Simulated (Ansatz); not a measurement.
**Yb: density, localisation and related maps**

The calculation's input:

```
crystal:
  lattice:
    - [-2.151483, 2.151483, 2.151483]
    - [2.151483, -2.151483, 2.151483]
    - [2.151483, 2.151483, -2.151483]
  atoms:
    - { symbol: Yb, position: [0.0, 0.0, 0.0], spin: 1.0, spin_axis: [0.0, 0.0, 1.0] }
hamiltonian:
  xc: rpbe
  pseudopotentials: { kind: nc, accuracy: lanthanide_3plus }
magnetization:
  noncollinear: true
  spin_orbit: false
kpoints:
  mp_grid: { grid: [9, 9, 9] }
scf:
  occupations: { method: fermi_dirac, width: 0.025 }
output:
  forces: true
  stress: true
  eigenvalues: true
  write_density: true
  write_potential: true
  elf: true
  volumetric_format: npy
```

Launched as:

```sh
ansatz run input.yaml --threads 1 --pin off --max-ram 2560MiB --backend cpu --events-out ev --progress --plain --runs-dir out
```

Below, planes, directions and counts refer to the conventional cell (a = 4.30 Å, b = 4.30 Å, c = 4.30 Å, α = 90.00°, β = 90.00°, γ = 90.00°).

Space group Im-3m; a structure from a database of computed crystals, not necessarily the ambient phase; computed pressure about −7 GPa in this cell; no Hubbard U on the f states and no spin–orbit coupling; the program warned that a starting moment wasn't kept.

Method: Kohn-Sham DFT of a periodic cell, RPBE, PseudoDojo 3+ lanthanides (Ansatz 0.2.0).

The density is the valence pseudo-density of a pseudopotential calculation; it isn't the true density close to the nuclei.

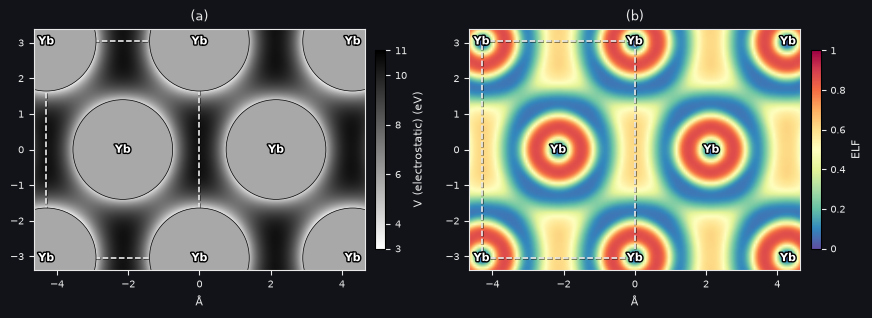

Figure 1. (a) electrostatic potential energy of an electron; (b) ELF on the (101) plane of the conventional cell. Grey discs cover the atomic cores in the potential map.

Question: Interpret the plot.

Answer: The plane passes through Yb nuclei. Yb–Yb (3.73 Å): the ELF is about 0.25 at the midpoint: no shared electron pair shows on this line. The features right at Yb lie inside the core regions, where the map follows smoothed inner orbitals and isn't to be read closely. Outside the cores the potential energy rises away from the atoms and is highest about 2.2 Å from the nearest atoms; its zero is arbitrary.

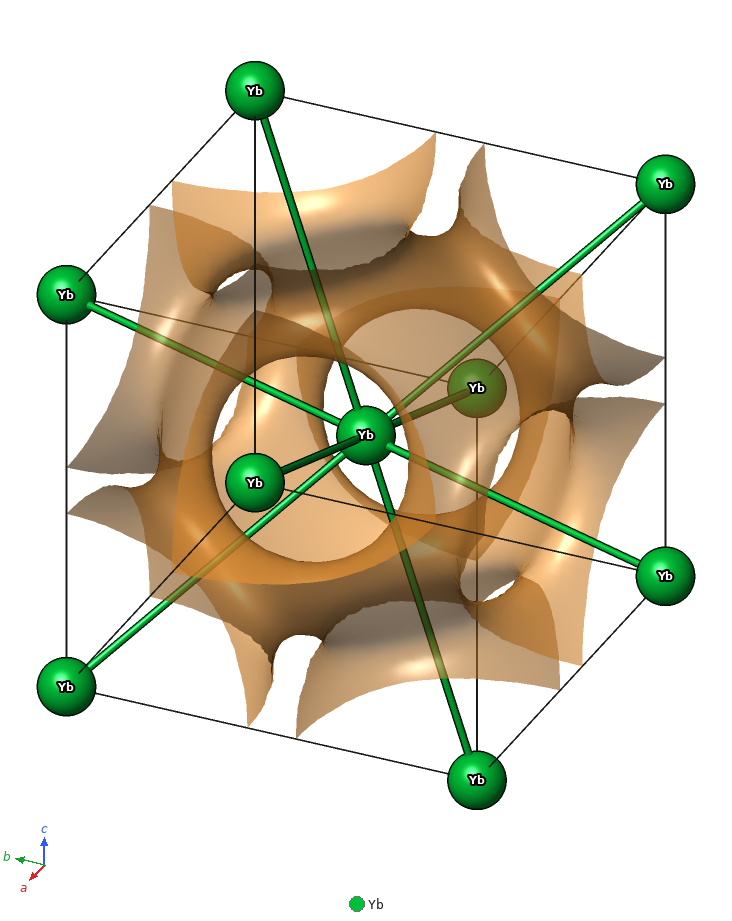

Figure 2. Isosurface of the electron localisation function at 0.55 (orange), seen at an oblique angle. Core shells and regions of very low density are left out. Sticks mark near contacts.

Question: Where are the electrons localised?

Answer: The ELF exceeds this value in one network that runs through the whole crystal, counted in one cell of 2 atoms. Any copies at cell faces, edges or corners count once. There are no localised bonds or lone pairs at this value.

Question: Metal or insulator at this level of theory?

Answer: It is gapless in this calculation (a metal or semimetal).
